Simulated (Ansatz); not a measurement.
## Single-point calculation of TiSi2 (part 2 of 2)

Continued. System: TiSi2 (slab, 24 atoms in the cell). Method: DFT, PBEsol, plane waves, PAW, no spin polarisation (Ansatz 0.2.0); cutoff 500 eV, 7×6×1 k-mesh, Fermi–Dirac smearing of 0.005 eV. The structure derives from an entry of the Crystallography Open Database.

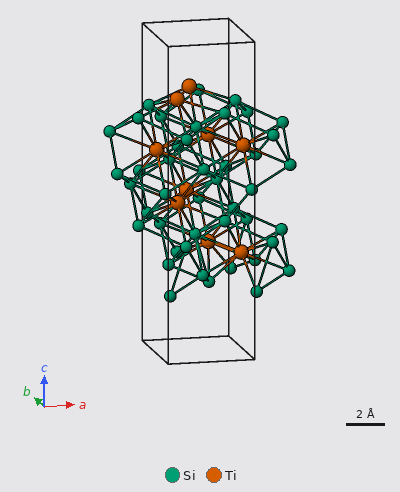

*The structure (ball-and-stick view of the cell of the calculation, with the vacuum cut short, seen slightly off an axis; bonded neighbours outside the cell are drawn too). An atom can appear more than once, as a periodic image.*

Output, continued
```
  k-point 0: bands = ["-52.7843", "-52.7740", "-52.2792", "-52.2624", "-52.2102", "-52.1956", "-52.1660", "-52.1518", "-29.3754", "-29.3609", "-29.1412", "-29.1314", "-29.1170", "-29.0375", "-28.7939", "-28.7833", "-28.7577", "-28.7136", "-28.6855", "-28.6740", "-28.6721", "-28.6707", "-28.6550", "-28.6275", "-28.6133", "-28.6023", "-28.5793", "-28.5731", "-28.5657", "-28.5647", "-28.5570", "-28.5310", "-8.7290", "-8.0889", "-6.9869", "-5.5319", "-5.2781", "-4.9633", "-4.6047", "-4.4485", "-4.0391", "-3.7402", "-3.5380", "-2.9980", "-2.5112", "-2.3025", "-1.1981", "-0.8519", "-0.6689", "-0.6035", "-0.3453", "-0.1777", "-0.0590", "0.0216", "0.0857", "0.4501", "0.4815", "0.8282", "1.1768", "1.2180", "1.3019", "1.4825", "1.5100", "1.7112", "1.9845", "2.0626", "2.1461", "2.3015", "2.3547", "2.3923", "2.4008", "2.5194", "2.5944", "2.7136", "2.7251", "2.7764", "3.1564", "3.1859", "3.3302", "3.6803", "3.7580", "3.9006", "4.1085", "4.1742", "4.2413", "4.3789", "4.4517", "4.5471", "4.6998", "5.0124", "5.0382", "5.0960", "5.5251", "5.7098", "5.9908", "6.1209", "6.1897", "6.3547", "6.4450", "6.5980", "6.7284", "6.7502", "6.8928", "6.8959"]
  k-point 1: bands = ["-52.7836", "-52.7747", "-52.2781", "-52.2636", "-52.2092", "-52.1966", "-52.1650", "-52.1527", "-29.3744", "-29.3619", "-29.1415", "-29.1324", "-29.1107", "-29.0425", "-28.7864", "-28.7818", "-28.7582", "-28.7067", "-28.6871", "-28.6740", "-28.6725", "-28.6655", "-28.6553", "-28.6319", "-28.6183", "-28.6007", "-28.5832", "-28.5766", "-28.5669", "-28.5632", "-28.5578", "-28.5340", "-8.6145", "-7.9785", "-6.8836", "-6.1050", "-5.5517", "-5.4463", "-4.6315", "-3.9951", "-3.9417", "-3.5268", "-3.4676", "-2.6708", "-2.4226", "-2.0158", "-1.1652", "-1.1274", "-0.5723", "-0.4498", "-0.3503", "-0.2281", "-0.1815", "0.0050", "0.1095", "0.2542", "0.5690", "0.8127", "0.9311", "1.0369", "1.2010", "1.5153", "1.7189", "1.8750", "1.8939", "2.0433", "2.1645", "2.1786", "2.3147", "2.3396", "2.3924", "2.5680", "2.5895", "2.7333", "2.7846", "2.9265", "3.1552", "3.2211", "3.3538", "3.5698", "3.7410", "3.7566", "4.0818", "4.2136", "4.2265", "4.2519", "4.5976", "4.7270", "4.7848", "5.1298", "5.1702", "5.2303", "5.3478", "5.6354", "5.9923", "6.0305", "6.1251", "6.4883", "6.5057", "6.6944", "6.7326", "6.8333", "6.8414", "6.9367"]
  k-point 2: bands = ["-52.7817", "-52.7766", "-52.2750", "-52.2666", "-52.2066", "-52.1993", "-52.1624", "-52.1553", "-29.3717", "-29.3645", "-29.1408", "-29.1350", "-29.0952", "-29.0564", "-28.7777", "-28.7720", "-28.7540", "-28.7015", "-28.6882", "-28.6754", "-28.6691", "-28.6563", "-28.6462", "-28.6418", "-28.6342", "-28.5981", "-28.5962", "-28.5831", "-28.5675", "-28.5625", "-28.5563", "-28.5412", "-8.2758", "-7.6518", "-6.9908", "-6.5780", "-6.4102", "-5.4187", "-5.1924", "-4.2256", "-3.6534", "-2.9665", "-2.6201", "-2.4411", "-2.1657", "-1.7667", "-1.2298", "-0.8944", "-0.8152", "-0.5915", "-0.5086", "-0.2710", "-0.0492", "0.0276", "0.2659", "0.3727", "0.5373", "0.5413", "0.7587", "1.0643", "1.2779", "1.3877", "1.5067", "1.5300", "1.7183", "1.9153", "2.1401", "2.2013", "2.2467", "2.4401", "2.4473", "2.6189", "2.6257", "2.7398", "2.7751", "2.9501", "2.9929", "3.4106", "3.4211", "3.5951", "3.5990", "3.8006", "4.0930", "4.1686", "4.2879", "4.5138", "4.6107", "4.7803", "4.9830", "5.1561", "5.2472", "5.2909", "5.4655", "5.4926", "5.8237", "5.9156", "6.4131", "6.4712", "6.6229", "6.6809", "6.8533", "6.8688", "6.9388", "7.0329"]
  k-point 15: bands = ["-52.7791", "-52.7791", "-52.2708", "-52.2708", "-52.2029", "-52.2029", "-52.1588", "-52.1588", "-29.3679", "-29.3679", "-29.1421", "-29.1421", "-29.0737", "-29.0737", "-28.7729", "-28.7729", "-28.7312", "-28.7312", "-28.6746", "-28.6746", "-28.6621", "-28.6621", "-28.6500", "-28.6500", "-28.6231", "-28.6231", "-28.5905", "-28.5905", "-28.5652", "-28.5652", "-28.5492", "-28.5492", "-7.0121", "-7.0121", "-6.4816", "-6.4816", "-5.8027", "-5.8027", "-4.5980", "-4.5980", "-4.3358", "-4.3358", "-3.9640", "-3.9640", "-3.1194", "-3.1194", "-2.2028", "-2.2028", "-0.8258", "-0.8258", "-0.0313", "-0.0313", "0.5952", "0.5952", "0.9628", "0.9628", "1.1488", "1.1488", "1.3864", "1.3864", "1.5683", "1.5683", "1.8178", "1.8178", "1.9489", "1.9489", "2.1482", "2.1482", "2.3265", "2.3265", "2.5585", "2.5585", "2.7005", "2.7005", "3.1205", "3.1205", "3.4708", "3.4708", "3.6626", "3.6626", "4.0826", "4.0826", "4.6676", "4.6676", "4.8758", "4.8758", "5.0194", "5.0194", "5.2209", "5.2209", "5.3362", "5.3362", "5.4043", "5.4043", "5.7101", "5.7101", "6.0246", "6.0246", "6.2963", "6.2963", "6.3677", "6.3677", "6.5216", "6.5216"]
```

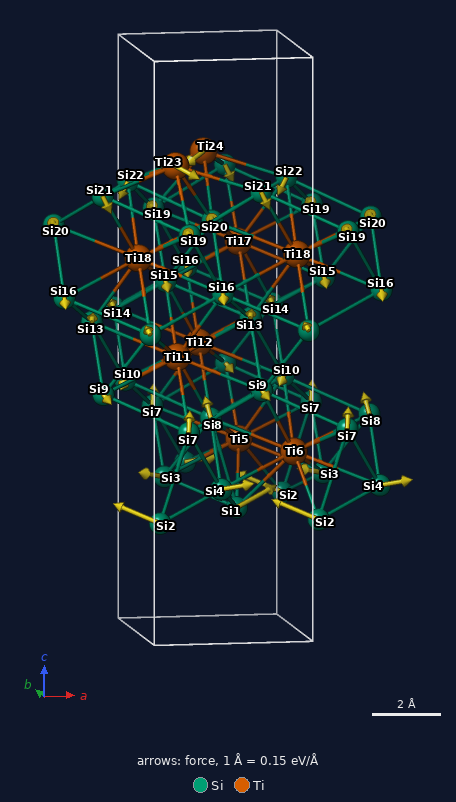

*Forces on the atoms as yellow arrows (ball-and-stick view of the cell of the calculation, with the vacuum cut short, seen slightly off an axis; bonded neighbours outside the cell are drawn too; atoms are numbered from 1 in the order of the input); the smallest are left out.*

The largest act on Si1, Si2 (0.23 eV/Å); Si3, Si4 (0.17 eV/Å); Ti23, Ti24 (0.13 eV/Å); Si7, Si8 (0.11 eV/Å), among others. The geometry is not a stationary point of this energy.

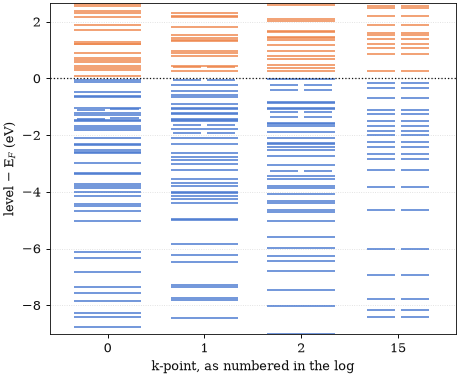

*Kohn–Sham levels near the Fermi level (dotted) at the few k-points that the log prints; levels within 0.02 eV of each other stand side by side.*

The system is metallic on the full mesh.

This output came from the following input.

The input
```yaml
crystal:
  lattice:
    - [4.780685714, 0.0, 0.0]
    - [0.0, 5.9222342671, 0.0]
    - [0.0, 0.0, 25.8748322119]
  atoms:
    - { symbol: Si, position: [0.6739356503, 0.6738691028, 0.2976533434] }
    - { symbol: Si, position: [0.0760643497, 0.1738691028, 0.2976533434] }
    - { symbol: Si, position: [0.2526327576, 0.8285614967, 0.3303794852] }
    - { symbol: Si, position: [0.4973672424, 0.3285614967, 0.3303794852] }
    - { symbol: Ti, position: [0.7585918459, 0.9860468693, 0.3669706443] }
    - { symbol: Ti, position: [-0.0085918459, 0.4860468693, 0.3669706443] }
    - { symbol: Si, position: [0.2484307016, 0.1363649246, 0.4029041229] }
    - { symbol: Si, position: [0.5015692984, 0.6363649246, 0.4029041229] }
    - { symbol: Si, position: [0.7489357449, 0.3075363269, 0.4441809476] }
    - { symbol: Si, position: [0.0010642551, 0.8075363269, 0.4441809476] }
    - { symbol: Ti, position: [0.2493540418, 0.4636391617, 0.480431177] }
    - { symbol: Ti, position: [0.5006459582, 0.9636391617, 0.480431177] }
    - { symbol: Si, position: [0.7479404198, 0.6209664002, 0.5183526863] }
    - { symbol: Si, position: [0.0020595802, 0.1209664002, 0.5183526863] }
    - { symbol: Si, position: [0.2515071836, 0.7886402253, 0.5577236349] }
    - { symbol: Si, position: [0.4984928164, 0.2886402253, 0.5577236349] }
    - { symbol: Ti, position: [0.7478323105, 0.9499373349, 0.5964457887] }
    - { symbol: Ti, position: [0.0021676895, 0.4499373349, 0.5964457887] }
    - { symbol: Si, position: [0.2464738491, 0.1008497966, 0.6326297856] }
    - { symbol: Si, position: [0.5035261509, 0.6008497966, 0.6326297856] }
    - { symbol: Si, position: [0.7380792156, 0.2810683955, 0.6748454781] }
    - { symbol: Si, position: [0.0119207844, 0.7810683955, 0.6748454781] }
    - { symbol: Ti, position: [0.229583475, 0.4213795635, 0.7029683288] }
    - { symbol: Ti, position: [0.520416525, 0.9213795635, 0.7029683288] }
basis:
  ecutwfc: 500
kpoints:
  mp_grid: { grid: [7, 6, 1] }
hamiltonian:
  xc: pbesol
scf:
  occupations: { method: fermi_dirac, width: 0.005 }
  mixing: { preconditioner: resta }
output:
  forces: true
  eigenvalues: true
efield:
  axis: 3
  dipole_correction: true
  ramp_width: 0.04
```

Launched with:
```bash
ansatz run input.yaml --threads 2 --pin off --max-ram 5120MiB --backend cpu --events-out ev --progress --plain --runs-dir out
```

Results in brief

- outcome: converged
- electrons treated: 160
- free energy: −29741.8024 eV
- Fermi energy: 3.815 eV
- gap on the k-point mesh: none (metallic)
- largest force (length of the vector): 0.234 eV/Å
- hardware: 2 threads of Arm Neoverse V2, 24 GiB of memory available, shared host
- wall time: 2.6 min (CPU time 5.1 min)
- peak memory: 2 GiB

Remarks

Settings chosen away from the usual ones: scf.occupations.method set to fermi_dirac (from gaussian); scf.occupations.width set to 0.005 (from 0.1); hamiltonian.xc set to pbesol (from r2scan); scf.mixing.preconditioner set to resta.
